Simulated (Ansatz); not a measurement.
Start from this file.

```
Ti O
1.0
     3.70677    0.00000    0.00000
     0.00000    3.70677    0.00000
     0.00000    0.00000    8.75668
Ti O
4 8
Direct
  0.00000 0.50000 0.25000
  0.50000 0.50000 0.50000
  0.50000 0.00000 0.75000
  0.00000 0.00000 0.00000
  0.00000 0.50000 0.46884
  0.50000 0.50000 0.28116
  0.50000 0.00000 0.53116
  0.00000 0.00000 0.21884
  0.50000 0.00000 0.96884
  0.00000 0.00000 0.78116
  0.00000 0.50000 0.03116
  0.50000 0.50000 0.71884
```

> Interpret the file: composition, symmetry and coordination.

The stoichiometry is TiO₂. Space group: I4_1/amd (No. 141). Lattice: body-centred tetragonal. Type of structure: anatase. Counting shared atoms by their share gives 4 Ti, 8 O, or 12 atoms. The coordination shell of Ti holds six O and four Ti (1.87 to 1.92 Å to O, 2.87 Å to Ti). O is coordinated by three Ti at 1.87 to 1.92 Å. The bonds build a three-dimensional framework.

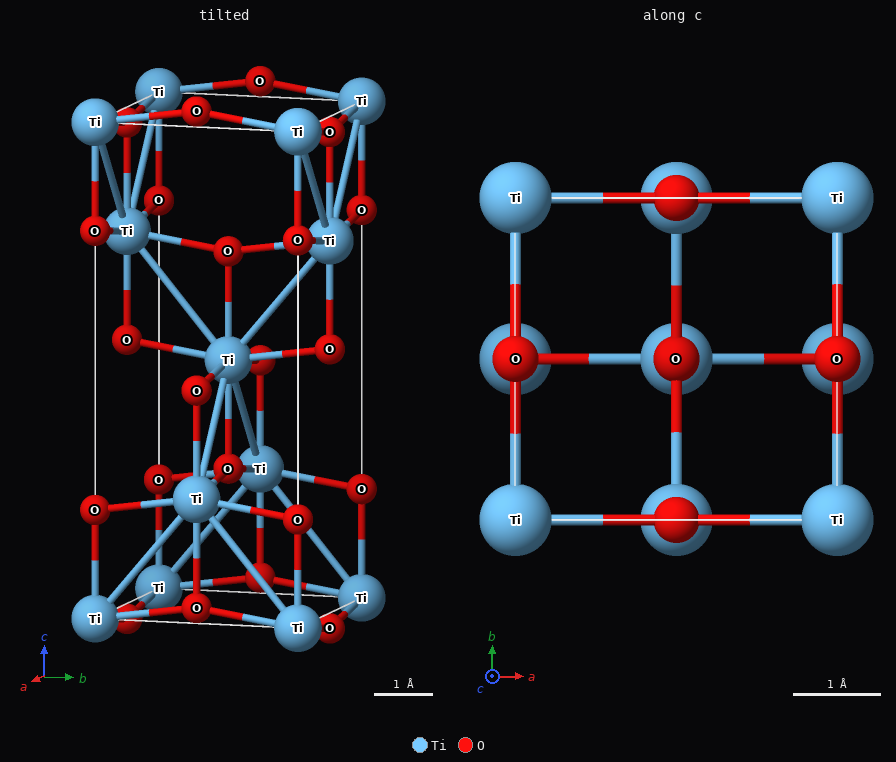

Shown here is a ball-and-stick view of the crystal, taken slightly off an axis and along the c axis. One conventional unit cell is outlined, and atoms on its boundary appear in each equivalent place.

The structure was taken from a structure listed in the Materials Project. It was relaxed at fixed volume with Ansatz 0.2.0, DFT LDA, scalar-relativistic, plane waves, PAW.

At this level of theory the run's own cell isn't at rest (compressed, at 19 GPa), so its distances can differ from those at equilibrium, the more so the softer the solid.
